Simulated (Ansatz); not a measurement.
# Single-point calculation, with input and output: HfO$_{2}$ (part 1 of 2)

System: HfO$_{2}$ (P4₂/mnm, 48 atoms in the cell).
Method: DFT PBE, scalar-relativistic, plane waves, PAW, no spin polarisation (Ansatz 0.2.0).

The structure derives from a Materials Project entry.

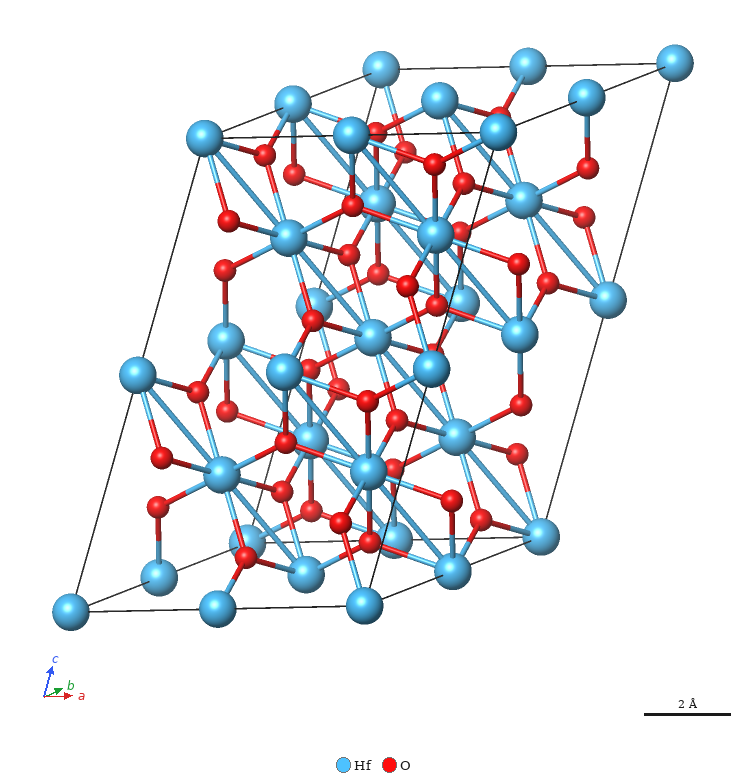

Fig. 1: The structure as given in the input (ball-and-stick view of the cell of the calculation, seen at an oblique angle). An atom can appear more than once, as a periodic image. Near neighbours in the periodic cell (some may lie outside the picture): Hf has 2 Hf at 3.21 Å and 6 O at 2.08 Å; O has 3 Hf at 2.08 Å.

The input
```yaml
crystal:
  lattice:
    - [-4.813533, -4.813533, 3.205415]
    - [-4.813533, 4.813533, 3.205415]
    - [-9.627066, 0.0, -6.410831]
  atoms:
    - { symbol: Hf, position: [0.0, 0.0, 0.0] }
    - { symbol: Hf, position: [0.25, 0.25, 0.75] }
    - { symbol: Hf, position: [0.5, 0.5, 0.0] }
    - { symbol: Hf, position: [0.5, 0.5, 0.5] }
    - { symbol: Hf, position: [0.75, 0.75, 0.25] }
    - { symbol: Hf, position: [0.75, 0.75, 0.75] }
    - { symbol: Hf, position: [0.0, 0.0, 0.5] }
    - { symbol: Hf, position: [0.25, 0.25, 0.25] }
    - { symbol: Hf, position: [0.75, 0.25, 0.75] }
    - { symbol: Hf, position: [0.0, 0.5, 0.5] }
    - { symbol: Hf, position: [0.25, 0.75, 0.75] }
    - { symbol: Hf, position: [0.25, 0.75, 0.25] }
    - { symbol: Hf, position: [0.5, 0.0, 0.0] }
    - { symbol: Hf, position: [0.5, 0.0, 0.5] }
    - { symbol: Hf, position: [0.75, 0.25, 0.25] }
    - { symbol: Hf, position: [0.0, 0.5, 0.0] }
    - { symbol: O, position: [0.673739, 0.478783, 0.826261] }
    - { symbol: O, position: [0.923739, 0.728783, 0.576261] }
    - { symbol: O, position: [0.173739, 0.978783, 0.826261] }
    - { symbol: O, position: [0.173739, 0.978783, 0.326261] }
    - { symbol: O, position: [0.423739, 0.228783, 0.076261] }
    - { symbol: O, position: [0.423739, 0.228783, 0.576261] }
    - { symbol: O, position: [0.673739, 0.478783, 0.326261] }
    - { symbol: O, position: [0.923739, 0.728783, 0.076261] }
    - { symbol: O, position: [0.771216, 0.076261, 0.923739] }
    - { symbol: O, position: [0.021216, 0.326261, 0.673739] }
    - { symbol: O, position: [0.271216, 0.576261, 0.923739] }
    - { symbol: O, position: [0.271216, 0.576261, 0.423739] }
    - { symbol: O, position: [0.521216, 0.826261, 0.173739] }
    - { symbol: O, position: [0.521216, 0.826261, 0.673739] }
    - { symbol: O, position: [0.771216, 0.076261, 0.423739] }
    - { symbol: O, position: [0.021216, 0.326261, 0.173739] }
    - { symbol: O, position: [0.478784, 0.173739, 0.826261] }
    - { symbol: O, position: [0.728784, 0.423739, 0.576261] }
    - { symbol: O, position: [0.978784, 0.673739, 0.826261] }
    - { symbol: O, position: [0.978784, 0.673739, 0.326261] }
    - { symbol: O, position: [0.228784, 0.923739, 0.076261] }
    - { symbol: O, position: [0.228784, 0.923739, 0.576261] }
    - { symbol: O, position: [0.478784, 0.173739, 0.326261] }
    - { symbol: O, position: [0.728784, 0.423739, 0.076261] }
    - { symbol: O, position: [0.826261, 0.021217, 0.673739] }
    - { symbol: O, position: [0.076261, 0.271217, 0.423739] }
    - { symbol: O, position: [0.326261, 0.521217, 0.673739] }
    - { symbol: O, position: [0.326261, 0.521217, 0.173739] }
    - { symbol: O, position: [0.576261, 0.771217, 0.923739] }
    - { symbol: O, position: [0.576261, 0.771217, 0.423739] }
    - { symbol: O, position: [0.826261, 0.021217, 0.173739] }
    - { symbol: O, position: [0.076261, 0.271217, 0.923739] }
basis:
  ecutwfc: 420
  fft_grid_basis: typed
kpoints:
  mp_grid: { grid: [2, 2, 1] }
hamiltonian:
  xc: pbe
  pseudopotentials: { kind: paw }
scf:
  occupations: { method: gaussian, width: 0.05 }
output:
  forces: true
  stress: false
  eigenvalues: true
  bader: false
  write_density: true
  volumetric_format: npy
```

Machine: 4 threads of Arm Neoverse N1, 98 GiB of memory available, shared host.

Launched with:
```bash
ansatz run input.yaml --threads 4 --pin off --max-ram 10240MiB --backend cpu --events-out ev --progress --plain --runs-dir out
```

What the program printed
```
Warning: the atoms were moved onto the symmetric positions of the space group found under crystal.symmetry.tolerance 1.0e-5 (fractional; no operation is sought that the atoms, as they stand in a round, miss by more than twice it, and no atom is moved by as much as it), and the run uses the moved positions. Before a round's move an operation carried an atom to 7.52e-6 Å from where it should land, the largest such distance. Atom 16 (counting from 0) moved farthest, by 3.76e-6 Å; the longest move in fractions of the cell, of whichever atom, is 0.05 of the tolerance, in 1 round. To run the atoms as typed, lower crystal.symmetry.tolerance until the operations that they miss are no longer found, or set crystal.symmetry.detect: false (a key that needs symmetry detection or time reversal refuses this as the deck is read). The positions used, in the order of the run's atom list: position: [0.0, 0.0, 0.0]; position: [0.25, 0.25, 0.75]; position: [0.5, 0.5, 0.0]; position: [0.5, 0.5, 0.5]; position: [0.75, 0.75, 0.25]; position: [0.75, 0.75, 0.75]; position: [0.0, 0.0, 0.5]; position: [0.25, 0.25, 0.25]; position: [0.75, 0.25, 0.75]; position: [0.0, 0.5, 0.5]; position: [0.25, 0.75, 0.75]; position: [0.25, 0.75, 0.25]; position: [0.5, 0.0, 0.0]; position: [0.5, 0.0, 0.5]; position: [0.75, 0.25, 0.25]; position: [0.0, 0.5, 0.0]; position: [0.673739, 0.4787835, 0.826261]; position: [0.923739, 0.7287835, 0.576261]; position: [0.173739, 0.9787834999999999, 0.826261]; position: [0.173739, 0.9787834999999999, 0.326261]; position: [0.423739, 0.2287835, 0.076261]; position: [0.423739, 0.2287835, 0.576261]; position: [0.673739, 0.4787835, 0.326261]; position: [0.923739, 0.7287835, 0.076261]; position: [0.7712165, 0.076261, 0.923739]; position: [0.021216499999999996, 0.326261, 0.673739]; position: [0.2712165, 0.576261, 0.923739]; position: [0.2712165, 0.576261, 0.423739]; position: [0.5212165, 0.826261, 0.173739]; position: [0.5212165, 0.826261, 0.673739]; position: [0.7712165, 0.076261, 0.423739]; position: [0.021216499999999996, 0.326261, 0.173739]; position: [0.4787835, 0.173739, 0.826261]; position: [0.7287835, 0.423739, 0.576261]; position: [0.9787834999999999, 0.673739, 0.826261]; position: [0.9787834999999999, 0.673739, 0.326261]; position: [0.2287835, 0.923739, 0.076261]; position: [0.2287835, 0.923739, 0.576261]; position: [0.4787835, 0.173739, 0.326261]; position: [0.7287835, 0.423739, 0.076261]; position: [0.826261, 0.021216499999999996, 0.673739]; position: [0.076261, 0.2712165, 0.423739]; position: [0.326261, 0.5212165, 0.673739]; position: [0.326261, 0.5212165, 0.173739]; position: [0.576261, 0.7712165, 0.923739]; position: [0.576261, 0.7712165, 0.423739]; position: [0.826261, 0.021216499999999996, 0.173739]; position: [0.076261, 0.2712165, 0.923739];
Engine: ansatz 0.2.0, aarch64-unknown-linux-gnu
Pseudopotentials: kind: paw
Pseudopotential: Hf, paw, valence charge 26, recommended cutoff 420 eV (normal), Hf.paw.azcp
Pseudopotential: O, paw, valence charge 6, recommended cutoff 420 eV (normal), O.paw.azcp
Functional definition: PBE
  parameter kappa = 0.804
  parameter beta = 0.06672455060314922
  exchange = pbe_x(kappa = kappa, mu = beta*pi^2/3)
  correlation = pbe_c(beta = beta)
Crystal: 48 atoms, lattice volume = 594.158 Å³
Basis set: ecut = 420 eV, 11539 PW (Γ), exchange–correlation on 108×108×160 points (8 copies of the dense FFT grid, shifted against one another)
Bands: 365, of which v1, the nominal top of the filled ones, is band 304 counted from 1 (303 counted from 0)
Symmetry: 32 space group operations
Space group: P42/mnm (ITA 136), of the structure as read, at distance tolerance 8.4e-5 Å
k-points: 3 of 4
Non-local potential: Hf, projectors of the file, l = 0: 3, l = 1: 2, l = 2: 2, l = 3: 3
Non-local potential: O, projectors of the file, l = 0: 2, l = 1: 2, l = 2: 1
PAW form: soft (Blöchl's): semilocal exchange-correlation on the pseudo side does not see the compensation charge
PAW one-centre angular grid: Hf, 590 points (default); XC on 64 Gauss nodes
PAW one-centre angular grid: O, 110 points (default); XC on 64 Gauss nodes
Initial density: superposition of atomic densities (neutral atoms: chi_scale 0, normalization atom), corrected by the library's trained network
Initial wavefunctions: pseudopotential atomic-orbital guess
Functional: x = pbe(κ = 0.804, μ = 0.2195149727645171), c = pbe(β = 0.06672455060314922)
SCF iter   1: F=—  HF=-269784.958520 eV  |F-HF|=—  |Δ(HF+E_count)|=         —  Δρ=3.03e-3  dr2=4.53e-2  ethr=1.77e-3  ⟨swp⟩=5.0  Hψ=3374  notcnv=0  defer=41
preconditioner: auto → Resta (q_TF=auto, 2.739 Å⁻¹)  ε∞=5.2  [insulator: Δε(μ)=4.065 eV  Ē_g=17.865 eV  σ=0.050 eV  W_gap=1.00  n_scr=206 (ndim 8)  ℏωp=36.6 eV  f_vac=0.087  D(μ)=0.00/eV (n_scr^D=0)  ε∞_Penn≈5.2]
SCF iter   2: F=—  HF=-269784.957487 eV  |F-HF|=—  |Δ(HF+E_count)|=   1.03e-3  Δρ=1.51e-3  dr2=9.87e-3  ethr=7.45e-6  ⟨swp⟩=2.0  Hψ=1980  notcnv=0  defer=55
SCF iter   3: F=—  HF=-269784.958520 eV  |F-HF|=—  |Δ(HF+E_count)|=   1.03e-3  Δρ=6.02e-4  dr2=2.28e-3  ethr=1.62e-6  ⟨swp⟩=2.0  Hψ=1222  notcnv=0  defer=19
automatic band count: iteration 3 solves 353 bands in place of 365: the levels show a gap, and the empty bands left out lie too high to hold charge; the band table lists the bands solved (type scf.n_extra_bands for more)
SCF iter   4: F=—  HF=-269784.958644 eV  |F-HF|=—  |Δ(HF+E_count)|=   1.24e-4  Δρ=1.47e-4  dr2=9.85e-5  ethr=3.74e-7  ⟨swp⟩=2.0  Hψ=1798  notcnv=0  defer=19
SCF iter   5: F=—  HF=-269784.959466 eV  |F-HF|=—  |Δ(HF+E_count)|=   8.22e-4  Δρ=6.82e-5  dr2=2.05e-5  ethr=1.62e-8  ⟨swp⟩=2.0  Hψ=1828  notcnv=0  defer=19
SCF iter   6: F=—  HF=-269784.959463 eV  |F-HF|=—  |Δ(HF+E_count)|=   2.85e-6  Δρ=2.06e-5  dr2=1.79e-6  ethr=3.37e-9  ⟨swp⟩=2.0  Hψ=1843  notcnv=0  defer=19
SCF iter   7: F=-269784.959465 eV  HF=-269784.959465 eV  |F-HF|=7.43e-8  |Δ(HF+E_count)|=   1.78e-6  Δρ=4.89e-6  dr2=9.15e-8  ethr=1.64e-11  ⟨swp⟩=9.0  Hψ=5120  notcnv=0
SCF 1 converged in 7 iterations: F = -269784.959465 eV  dr2 = 9.15e-8
  greatest PAW one-centre occupation: 0.999 electrons in one spin orbital (limit 2), on the Hf atom at site 15 (counted from 0), in its partial waves of l = 0
```

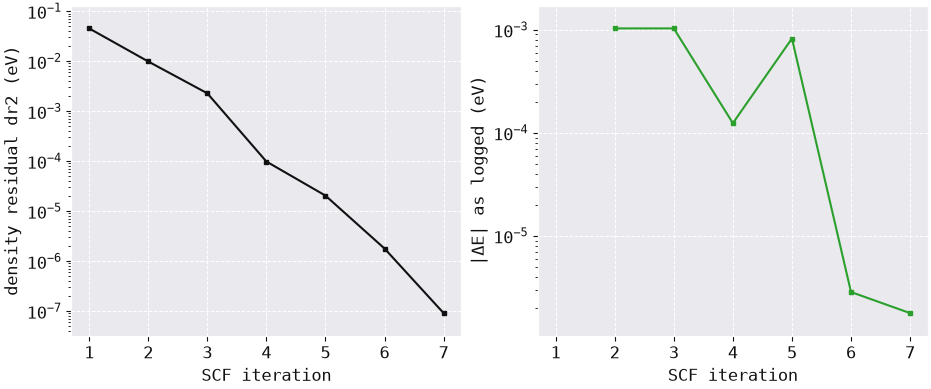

Fig. 2: Convergence of the self-consistent field: density residual dr2 and size of the energy change against the SCF iteration. The residual falls at every step.

```
SCF converged after 7 iterations
Free energy (F): -269784.959465 eV
Harris-Foulkes:  -269784.959465 eV  (|F-HF|=7.43e-8)
Internal energy: -269784.959465 eV  (E = F + TS)
E sigma→0 (E₀):  -269784.959465 eV
Fermi energy:    14.687289 eV
--- Per-component energies (eV) ---
  E_band       = -816.381291
  E_kinetic    = 12368.148361
  E_local      = -103537.348071  (includes V_loc(G=0)·N_el)
  E_nonlocal   = -18342.582485
  E_hartree    = 47171.753379
  E_xc         = -7165.644467
  E_vxc        = -7276.422441  (∫ρ·V_xc dr)
  E_paw        = -115909.044520  (= ΣΔE_a)
  E_vpaw       = 21628.231625  (= ΣTr[D̂ρ^β])
  E_aug_tail   = 0.080481  (compensation charges beyond the density's cutoff)
  E_ewald      = -84370.322142
  E_smearing   = -0.000000  (= −TS)
  E_closure    = -0.000000  (closes the sum)
  Σ components = -269784.959465   (vs F -269784.959465, Δ=0.00e0)
```
